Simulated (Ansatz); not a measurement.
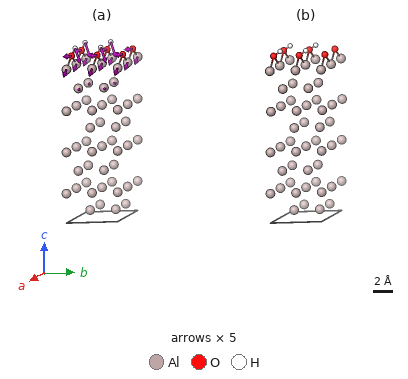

The structure of a slab of composition Al₈HO (cut from the P6_3/mmc phase) before (left) and after (right) a constrained relaxation, at one scale. The purple arrows give the displacements, 5 times their true length.

A ball-and-stick model of the 2 × 2 repeat of the cell, outlined in the plane, without the vacuum, seen slightly off an axis.

Case: OH put at a bridge Al-Al site. The slab is the (0 0 1) face of Al with OH on it. 4 atoms are held fixed.

These are results of Ansatz, DFT PBEsol, scalar-relativistic, plane waves, PAW, not measurements. Settings: plane-wave cutoff 420 eV; k-point mesh 12 × 12 × 1; occupations gaussian; smearing width 0.1 eV; no spin polarisation; dipole correction; atoms relaxed in a fixed cell; force threshold 0.03 eV/Å; at most 70 steps.

Question: Summarise the run.

Answer: After 7 accepted moves (8 points after the start) the energy has fallen by 0.191 eV per cell of the calculation. The largest force component goes from 1.6 to 0.019 eV/Å. 1 step only repeated the SCF at the same geometry. The H atom moves most: 0.38 Å at 33° to the normal (−c side). Largest moves by element: H 0.38 Å, O 0.22 Å, Al 0.21 Å. The lattice vectors keep their values. Some distances before and after: Al–O 1.871 → 1.980 Å, H–O 0.967 → 0.984 Å. Bond angles that change, for instance: Al–O–H 133.3° → 111.7°, Al–O–H 120.1° → 111.6°, O–Al–O 98.6° → 91.5°.

Limits of the set-up: the cell has an odd number of electrons but was run without spin polarisation; the periodic images lie only 2.8 Å apart, so the values are limited by the cell's size.
